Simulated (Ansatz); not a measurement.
```
CELL_PARAMETERS angstrom
3.94481 0.00000 0.00000
-1.97240 3.41630 0.00000
0.00000 0.00000 5.05585
ATOMIC_POSITIONS crystal
Si 0.33333 0.66667 0.75000
Si 0.66667 0.33333 0.25000
Ni 0.00000 0.00000 0.00000
Ni 0.00000 0.00000 0.50000
Ni 0.33333 0.66667 0.25000
Ni 0.66667 0.33333 0.75000
```

Space group P6₃/mmc; a structure generated by program, which may or may not match a known phase; changed on purpose from its base cell (volume × 1.03, shape and atoms relaxed); computed pressure about −6 GPa in this cell; computed without spin polarisation.

Theory: DFT PBE, scalar-relativistic, plane waves, PAW in Ansatz 0.2.0.

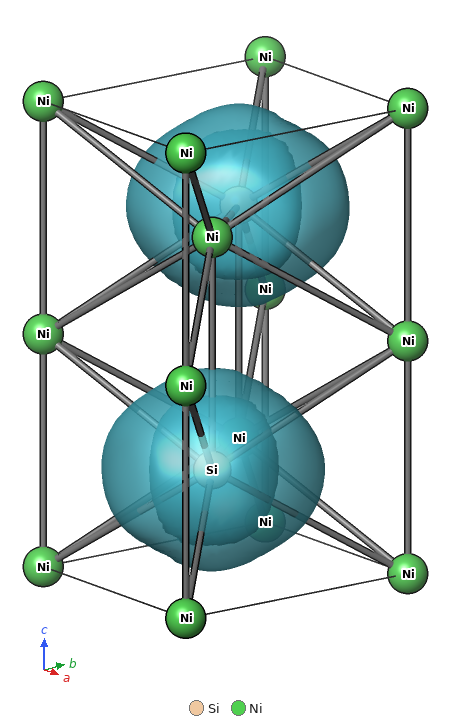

SiNi2. Isosurface of the ELF at 0.55 (cyan), seen slightly off an axis. Only the valence region is drawn (cores and ρ < 0.01 e/Å³ removed). Sticks mark near contacts.

Core electrons are frozen (PAW), and the valence fields are smoothed inside the atomic spheres.

**Where are the electrons localised?**

The surface consists of two regions wrapped around Si (the valence shell of each), counted in one cell of 6 atoms. Regions shared between cells count once. Along the contacts the grid gives the following. Si–Ni (2.28 Å): the ELF peaks at about 0.70 between the atoms. Ni–Ni (2.53 Å): the ELF is about 0.25 at the midpoint; no localised pair shows between them.
